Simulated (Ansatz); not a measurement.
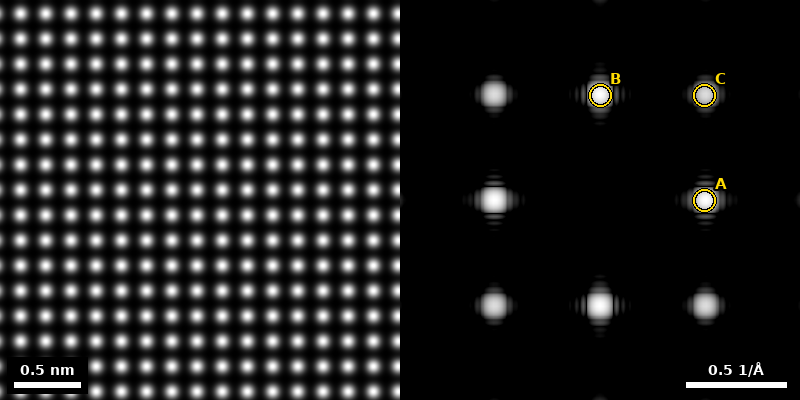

Dark-field STEM-like image of Rh (Fm-3m, No. 225) along [001]. Simulated incoherent Z contrast: every atom adds Z^1.8 spread by a probe of 0.87 Å full width; channelling and multiple scattering are left out. The probe carries 25 % of its weight in a tail 2.5 times as wide. Structure: the geometry given to an electronic-structure calculation, possibly off equilibrium.

The right panel is the modulus of the image's Fourier transform on a logarithmic scale.

a = 3.780 Å, b = 3.780 Å, c = 3.780 Å, α = 90.00°, β = 90.00°, γ = 90.00°

Q: Index the marked spots and give their plane spacings (the zone axis points at the viewer; indices equivalent by symmetry, or all signs reversed, are as good).

A: (020), d = 1.89 Å; B: (-2 0 0), d = 1.89 Å; C: (-2 2 0), d = 1.34 Å. A and B enclose 90°, and every spot obeys the zone law hu + kv + lw = 0 for [001].
